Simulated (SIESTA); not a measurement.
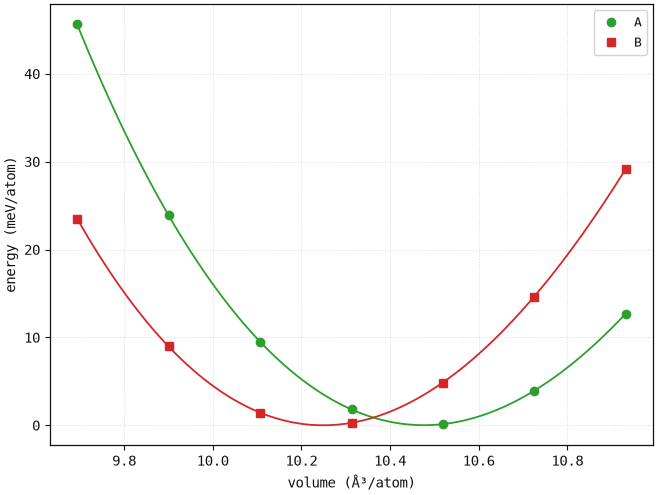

The figure compares two calculations of the energy against volume, each curve from its own zero. The first is for SiC, space group P6_3mc (No. 186).

The cell holds 8 atoms.

How it was computed, with SIESTA 5.4.2: DFT in numerical atomic orbitals with pseudopotentials, no spin polarisation; energies at scaled volumes of the given cell, shape and fractions fixed, counted from the fit's minimum, third-order Birch-Murnaghan fit. Level: PBEsol.

| setting | value |
| --- | --- |
| k mesh | 8×8×2 |
| occupations | Fermi–Dirac |
| smearing width | 0.05 eV |
| potentials | PseudoDojo 0.4 standard, converted to PSML, two zetas on semicore shells |
| program settings | basis DZP, mesh cutoff 500 Ry |

In the second, the level changes from PBEsol to LDA.

Which of A and B is the second calculation, and what did the change do?

Answer. B. The equilibrium volume falls from 10.48 to 10.25 Å³/atom (−2.2 %) and the bulk modulus rises from 220 to 229 GPa (+4.1 %).

For both, limits of the calculation: mulliken charges of long orbitals; shape and atomic fractions are frozen while scaling, which makes layered, chain and framework solids too stiff.

V0 and the bulk modulus come from third-order Birch–Murnaghan fits.
